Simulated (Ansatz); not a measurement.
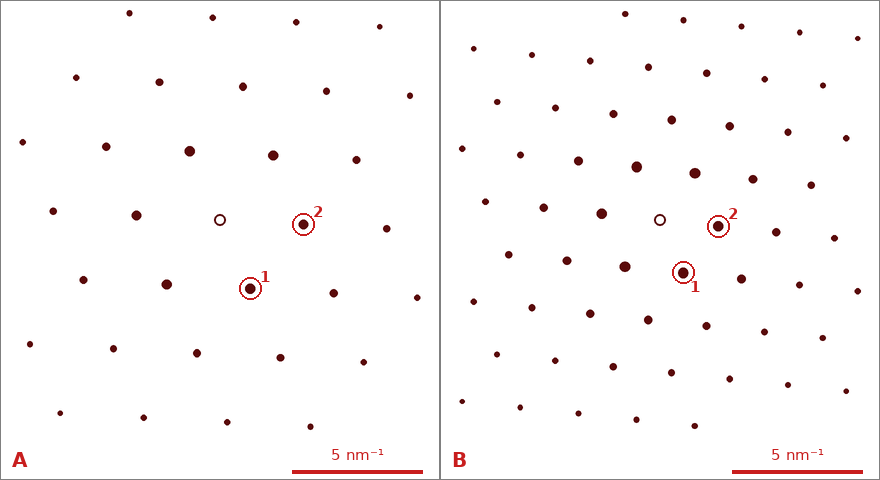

Kinematic electron diffraction patterns (200 kV, B = 0.5 Å², same scale) along [010] of the run's own cell, for the start and the end of one relaxation of Cs with Ansatz, DFT, PAW plane waves, r2scan. k mesh 11×11×11. The start is a generated model structure, and the relaxation ends in the nearest stationary point of its symmetry, not necessarily the ground state. Spot 1 is 0 0 -1 and spot 2 is -1 0 0 in both.

Start structure:

```
Cs
1.0
    -2.43434    2.43434    2.00825
     2.43434   -2.43434    2.00825
     2.43434    2.43434   -2.00825
Cs
1
Direct
  0.00000 0.00000 0.00000
```

Which pattern belongs to the start structure, and which to the relaxed one?

A is the start: its cell gives d(1) = 3.443 Å, d(2) = 3.098 Å and an angle of 63.3°. B is the relaxed structure, with d(1) = 4.476 Å (+30.0 %), d(2) = 4.427 Å (+42.9 %) and 60.4°.

Name reflections whose intensity changes strongly on relaxation.

3 0 -2 goes from 10 to 20 % of the strongest spot; 3 0 -3 goes from 7.7 to 14 % of the strongest spot.

What did the relaxation do to the structure and the energy?

The volume changed by +160.7 % to 124.10 Å³ an atom; the fractional coordinates hardly changed; the space group stayed I4/mmm (No. 139); the free energy fell by 750 meV an atom. Relaxed cell: a = 5.443 Å, b = 5.443 Å, c = 5.443 Å, α = 108.89°, β = 108.89°, γ = 110.64°.
